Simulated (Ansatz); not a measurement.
## Geometry relaxation of SnO₂ (part 1 of 2)

- system: SnO₂ (6 atoms in the cell)
- method: DFT r2SCAN, scalar-relativistic, plane waves, PAW, no spin polarisation (Ansatz 0.2.0)

The structure derives from a Materials Project entry.

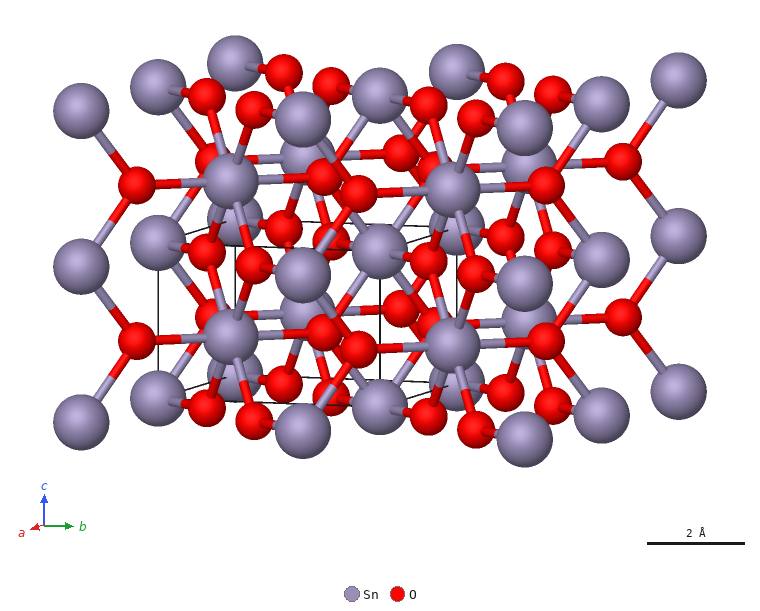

*The input geometry (ball-and-stick view of the cell of the calculation, repeated 2 × 2 × 2, seen slightly off an axis). An atom can appear more than once, as a periodic image.*

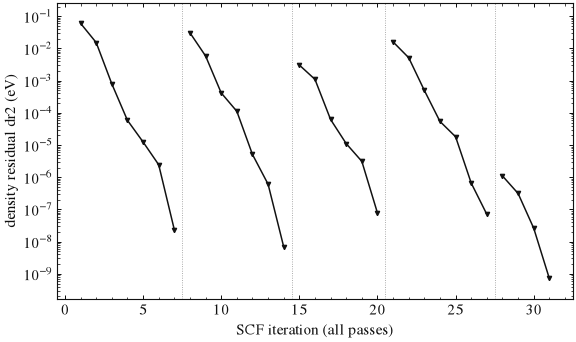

*Convergence of the self-consistent field: density residual dr2 against the SCF iteration. The dotted lines part the SCF passes of the relaxation: geometry steps, rejected trials and re-solves on a re-selected basis.*

The 5 passes take 4 to 7 iterations each, 31 in all.

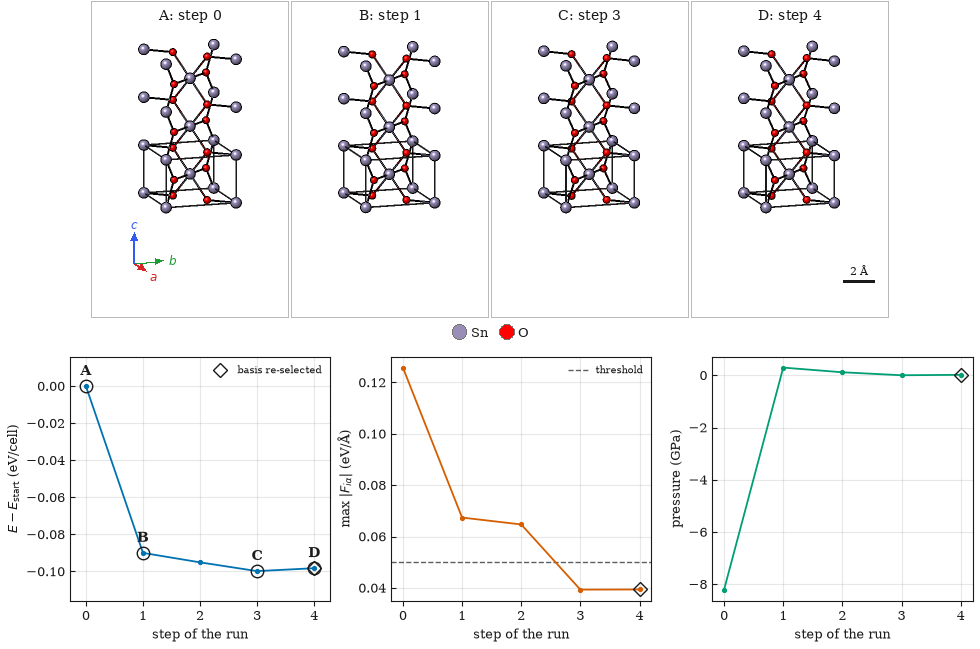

*Frames of the relaxation (ball-and-stick view of the cell of the calculation, repeated 1 × 1 × 3, seen slightly off an axis) above the curves, on which the letters mark them (the first geometry is step 0 here and step 1 in the log).*

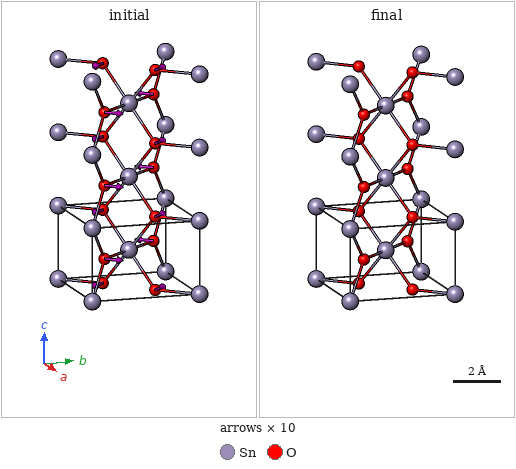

*Before (left) and after (right) the relaxation, at one scale (ball-and-stick view of the cell of the calculation, repeated 1 × 1 × 3, seen slightly off an axis). The pink arrows give the displacements (without the part carried along by the change of the cell), magnified 10 times.*

After 3 geometry steps the energy has fallen by 99.8 meV per cell of the calculation. Largest force component: 0.13 eV/Å at the start, 0.039 eV/Å at the end. Pressure: −8.21 GPa at the start and 0.02 GPa at the end. The largest moves relative to the cell, 0.092 Å, are those of O3, O4, O5 and O6. Sn stays in place. The drawn cell changes as follows: a 4.788 → 4.759 Å (−0.6 %), b 4.867 → 4.759 Å (−2.2 %), c 3.241 → 3.200 Å (−1.2 %); the volume changes by −4.0 %. Among the contacts that change: Sn1–O4 2.096 → 2.057 Å, Sn1–O3 2.092 → 2.067 Å. The space group stays Pnnm (No. 58). A last SCF at the same geometry on a re-selected plane-wave basis shifts the energy by +1.6 meV per cell of the calculation. (Atoms are counted from 1 in the order of the input.)

The input that produced these results follows, with the program's output.

Input:
```yaml
crystal:
  lattice:
    - [4.788004, 0.0, 0.0]
    - [0.0, 4.866582, 0.0]
    - [0.0, 0.0, 3.240898]
  atoms:
    - { symbol: Sn, position: [0.5, 0.5, 0.5] }
    - { symbol: Sn, position: [0.0, 0.0, 0.0] }
    - { symbol: O, position: [0.291855, 0.321042, 0.0] }
    - { symbol: O, position: [0.791855, 0.178958, 0.5] }
    - { symbol: O, position: [0.208145, 0.821042, 0.5] }
    - { symbol: O, position: [0.708145, 0.678958, 0.0] }
basis:
  ecutwfc: 500
kpoints:
  mp_grid: { grid: [4, 4, 6] }
hamiltonian:
  xc: r2scan
scf:
  occupations: { method: gaussian, width: 0.1 }
output:
  forces: true
  stress: true
  eigenvalues: true
relax:
  adjacent_minimum: "off"
  f_tol: 0.05
  max_steps: 80
  cell: { stress_tol: 0.5 }
```

Launch command:
```bash
ansatz run input.yaml --threads 2 --pin off --max-ram 5120MiB --backend cpu --events-out ev --progress --plain --runs-dir out
```

Output:
```
Engine: ansatz 0.2.0, x86_64-unknown-linux-gnu
Pseudopotentials: kind: paw
Pseudopotential: Sn, paw, valence charge 14, recommended cutoff 500 eV (meta_gga), Sn.paw.azcp
Pseudopotential: O, paw, valence charge 6, recommended cutoff 500 eV (meta_gga), O.paw.azcp
Functional definition: r2SCAN
  parameter k0 = 0.174
  parameter k1 = 0.065
  parameter a1 = 4.9479
  exchange = r2scan_x(k0 = k0, k1 = k1, a1 = a1)
  correlation = r2scan_c
Crystal: 6 atoms, lattice volume = 75.517 Å³
Basis set: ecut = 500 eV, 1931 PW (Γ), exchange–correlation on 144×144×96 points (64 copies of the dense FFT grid, shifted against one another)
Bands: 32, of which v1, the nominal top of the filled ones, is band 26 counted from 1 (25 counted from 0)
Symmetry: 8 space group operations
Space group: Pnnm (ITA 58), of the structure as read, at distance tolerance 4.2e-5 Å
k-points: 36 of 96
Non-local potential: Sn, projectors of the file, l = 0: 2, l = 1: 2, l = 2: 2, l = 3: 2
Non-local potential: O, projectors of the file, l = 0: 2, l = 1: 2, l = 2: 1
PAW form: soft (Blöchl's): semilocal exchange-correlation on the pseudo side does not see the compensation charge
PAW frozen core: Sn, regenerated for the run's functional (the file was generated under x = pbe(κ = 0.804, μ = 0.2195149727645171), c = pbe(β = 0.06672455060314922))
PAW frozen core: O, regenerated for the run's functional (the file was generated under x = pbe(κ = 0.804, μ = 0.2195149727645171), c = pbe(β = 0.06672455060314922))
PAW one-centre angular grid: Sn, 590 points (default); XC on 249 of its mesh's 2787 points in the sphere
PAW one-centre angular grid: O, 302 points (default); XC on 160 Gauss nodes
Initial density: superposition of atomic densities (neutral atoms: chi_scale 0, normalization atom), corrected by the library's trained network
Initial wavefunctions: pseudopotential atomic-orbital guess
Functional: x = r2scan, c = r2scan; τ floored in thin density (d = 2e-4 eV/Å³)
SCF iter   1: F=—  HF=-14352.236939 eV  |F-HF|=—  |Δ(HF+E_count)|=         —  Δρ=1.03e-2  dr2=6.05e-2  dr2_τ=2.38e-1  ethr=1.77e-3  ⟨swp⟩=5.8  Hψ=4995  notcnv=0
preconditioner: auto → Resta (q_TF=auto, 2.564 Å⁻¹)  ε∞=3.3  [insulator: Δε(μ)=1.460 eV  Ē_g=20.396 eV  σ=0.100 eV  W_gap=1.00  n_scr=18 (ndim 8)  ℏωp=30.8 eV  f_vac=0.031  D(μ)=0.00/eV (n_scr^D=0)  ε∞_Penn≈3.3]
SCF iter   2: F=—  HF=-14352.329748 eV  |F-HF|=—  |Δ(HF+E_count)|=   9.28e-2  Δρ=6.06e-3  dr2=1.53e-2  dr2_τ=1.09e-3  ethr=1.16e-4  ⟨swp⟩=2.0  Hψ=2168  notcnv=0  defer=64
SCF iter   3: F=—  HF=-14352.328582 eV  |F-HF|=—  |Δ(HF+E_count)|=   1.17e-3  Δρ=1.02e-3  dr2=7.96e-4  dr2_τ=1.37e-4  ethr=2.95e-5  ⟨swp⟩=1.0  Hψ=1088  notcnv=0  defer=64
SCF iter   4: F=—  HF=-14352.328592 eV  |F-HF|=—  |Δ(HF+E_count)|=   1.03e-5  Δρ=3.17e-4  dr2=5.87e-5  dr2_τ=5.35e-6  ethr=1.53e-6  ⟨swp⟩=2.3  Hψ=1628  notcnv=0  defer=64
SCF iter   5: F=—  HF=-14352.328599 eV  |F-HF|=—  |Δ(HF+E_count)|=   6.36e-6  Δρ=1.14e-4  dr2=1.25e-5  dr2_τ=6.45e-7  ethr=1.13e-7  ⟨swp⟩=2.1  Hψ=1643  notcnv=0  defer=64
SCF iter   6: F=—  HF=-14352.328596 eV  |F-HF|=—  |Δ(HF+E_count)|=   2.61e-6  Δρ=5.39e-5  dr2=2.45e-6  dr2_τ=7.44e-8  ethr=2.41e-8  ⟨swp⟩=2.8  Hψ=1968  notcnv=0  defer=64
SCF iter   7: F=-14352.328596 eV  HF=-14352.328596 eV  |F-HF|=3.60e-9  |Δ(HF+E_count)|=   5.55e-7  Δρ=5.66e-6  dr2=2.35e-8  dr2_τ=1.57e-9  ethr=1.92e-10  ⟨swp⟩=9.0  Hψ=6031  notcnv=0
SCF 1 converged in 7 iterations: F = -14352.328596 eV  dr2 = 2.35e-8
  greatest PAW one-centre occupation: 0.995 electrons in one spin orbital (limit 2), on the Sn atom at site 0 (counted from 0), in its partial waves of l = 2
relax step   1: F+E_penalty+E_count = -14352.32859566 eV  Δ(F+E_penalty+E_count) = +0.000e0 eV  max|allowed force component| = 1.258e-1 eV/Å  Δτ_max = 0.0000 Å  P = -8.206 GPa  Ω = 75.517 Å³  (7 SCF iters, dr2 threshold 1.00e-7 eV, accepted)
Crystal: 6 atoms, lattice volume = 72.357 Å³
Basis set: ecut = 500 eV, 1851 PW (Γ), exchange–correlation on 144×144×96 points (64 copies of the dense FFT grid, shifted against one another)
Initial density: handed on by an earlier stage of this run
Initial wavefunctions: those handed on with the density
iter 1 solved again at ethr=6.19e-5 eV; its pass at ethr=3.10e-3 eV (dr2=3.22e-2 eV) is discarded
SCF iter   1: F=—  HF=-14352.388862 eV  |F-HF|=—  |Δ(HF+E_count)|=         —  Δρ=7.60e-3  dr2=3.07e-2  dr2_τ=1.17e-1  ethr=6.19e-5  ⟨swp⟩=1.3  Hψ=5837  notcnv=0
preconditioner: auto → Resta (q_TF=auto, 2.582 Å⁻¹)  ε∞=3.3  [insulator: Δε(μ)=1.832 eV  Ē_g=20.850 eV  σ=0.100 eV  W_gap=1.00  n_scr=18 (ndim 8)  ℏωp=31.5 eV  f_vac=0.021  D(μ)=0.00/eV (n_scr^D=0)  ε∞_Penn≈3.3]
SCF iter   2: F=—  HF=-14352.418845 eV  |F-HF|=—  |Δ(HF+E_count)|=   3.00e-2  Δρ=3.32e-3  dr2=5.86e-3  dr2_τ=3.74e-4  ethr=5.91e-5  ⟨swp⟩=2.0  Hψ=1944  notcnv=0
SCF iter   3: F=—  HF=-14352.418556 eV  |F-HF|=—  |Δ(HF+E_count)|=   2.89e-4  Δρ=9.60e-4  dr2=4.17e-4  dr2_τ=4.03e-5  ethr=1.13e-5  ⟨swp⟩=3.0  Hψ=2088  notcnv=0
SCF iter   4: F=—  HF=-14352.418603 eV  |F-HF|=—  |Δ(HF+E_count)|=   4.65e-5  Δρ=3.96e-4  dr2=1.12e-4  dr2_τ=9.21e-6  ethr=8.02e-7  ⟨swp⟩=2.0  Hψ=1646  notcnv=0
SCF iter   5: F=—  HF=-14352.418578 eV  |F-HF|=—  |Δ(HF+E_count)|=   2.46e-5  Δρ=9.72e-5  dr2=5.12e-6  dr2_τ=6.38e-7  ethr=2.16e-7  ⟨swp⟩=2.0  Hψ=1659  notcnv=0
SCF iter   6: F=—  HF=-14352.418578 eV  |F-HF|=—  |Δ(HF+E_count)|=   6.19e-8  Δρ=3.46e-5  dr2=6.10e-7  dr2_τ=3.44e-8  ethr=1.15e-9  ⟨swp⟩=7.1  Hψ=5261  notcnv=0
SCF iter   7: F=-14352.418578 eV  HF=-14352.418578 eV  |F-HF|=2.22e-9  |Δ(HF+E_count)|=   8.27e-8  Δρ=3.13e-6  dr2=6.91e-9  dr2_τ=3.07e-10  ethr=1.15e-9  ⟨swp⟩=5.7  Hψ=4394  notcnv=0
SCF 2 converged in 7 iterations: F = -14352.418578 eV  dr2 = 6.91e-9
  greatest PAW one-centre occupation: 0.996 electrons in one spin orbital (limit 2), on the Sn atom at site 1 (counted from 0), in its partial waves of l = 2
relax step   2: F+E_penalty+E_count = -14352.41857802 eV  Δ(F+E_penalty+E_count) = -8.998e-2 eV  max|allowed force component| = 6.739e-2 eV/Å  Δτ_max = 0.0189 Å  P = +0.294 GPa  Ω = 72.357 Å³  energy of the carried Pulay correction = +1.462e-3 eV  (7 SCF iters, dr2 threshold 6.00e-7 eV, accepted)
Crystal: 6 atoms, lattice volume = 72.437 Å³
Basis set: ecut = 500 eV, 1859 PW (Γ), exchange–correlation on 144×144×96 points (64 copies of the dense FFT grid, shifted against one another)
iter 1 solved again at ethr=5.52e-6 eV; its pass at ethr=3.10e-3 eV (dr2=2.87e-3 eV) is discarded
SCF iter   1: F=—  HF=-14352.419850 eV  |F-HF|=—  |Δ(HF+E_count)|=         —  Δρ=4.30e-3  dr2=3.06e-3  dr2_τ=8.72e-2  ethr=5.52e-6  ⟨swp⟩=3.0  Hψ=5980  notcnv=0
preconditioner: auto → Resta (q_TF=auto, 2.582 Å⁻¹)  ε∞=3.3  [insulator: Δε(μ)=1.804 eV  Ē_g=20.784 eV  σ=0.100 eV  W_gap=1.00  n_scr=18 (ndim 8)  ℏωp=31.5 eV  f_vac=0.025  D(μ)=0.00/eV (n_scr^D=0)  ε∞_Penn≈3.3]
SCF iter   2: F=—  HF=-14352.423540 eV  |F-HF|=—  |Δ(HF+E_count)|=   3.69e-3  Δρ=2.18e-3  dr2=1.10e-3  dr2_τ=9.66e-5  ethr=5.52e-6  ⟨swp⟩=2.0  Hψ=2280  notcnv=0
SCF iter   3: F=—  HF=-14352.423608 eV  |F-HF|=—  |Δ(HF+E_count)|=   6.79e-5  Δρ=4.41e-4  dr2=6.24e-5  dr2_τ=1.91e-5  ethr=2.11e-6  ⟨swp⟩=2.3  Hψ=1397  notcnv=0
SCF iter   4: F=—  HF=-14352.423668 eV  |F-HF|=—  |Δ(HF+E_count)|=   6.02e-5  Δρ=1.94e-4  dr2=1.11e-5  dr2_τ=1.82e-6  ethr=1.20e-7  ⟨swp⟩=2.0  Hψ=1589  notcnv=0
SCF iter   5: F=—  HF=-14352.423678 eV  |F-HF|=—  |Δ(HF+E_count)|=   1.03e-5  Δρ=9.91e-5  dr2=3.12e-6  dr2_τ=4.23e-7  ethr=2.13e-8  ⟨swp⟩=2.0  Hψ=1518  notcnv=0
SCF iter   6: F=-14352.423682 eV  HF=-14352.423682 eV  |F-HF|=2.29e-10  |Δ(HF+E_count)|=   3.20e-6  Δρ=1.65e-5  dr2=7.79e-8  dr2_τ=8.84e-9  ethr=1.15e-9  ⟨swp⟩=3.4  Hψ=4452  notcnv=0
SCF 3 converged in 6 iterations: F = -14352.423682 eV  dr2 = 7.79e-8
relax step   3: F+E_penalty+E_count = -14352.42368162 eV  Δ(F+E_penalty+E_count) = -5.104e-3 eV  max|allowed force component| = 6.470e-2 eV/Å  Δτ_max = 0.0231 Å  P = +0.115 GPa  Ω = 72.437 Å³  energy of the carried Pulay correction = +1.424e-3 eV  (6 SCF iters, dr2 threshold 6.00e-7 eV, accepted)
Crystal: 6 atoms, lattice volume = 72.485 Å³
Basis set: ecut = 500 eV, 1867 PW (Γ), exchange–correlation on 144×144×96 points (64 copies of the dense FFT grid, shifted against one another)
iter 1 solved again at ethr=3.06e-5 eV; its pass at ethr=3.10e-3 eV (dr2=1.59e-2 eV) is discarded
```
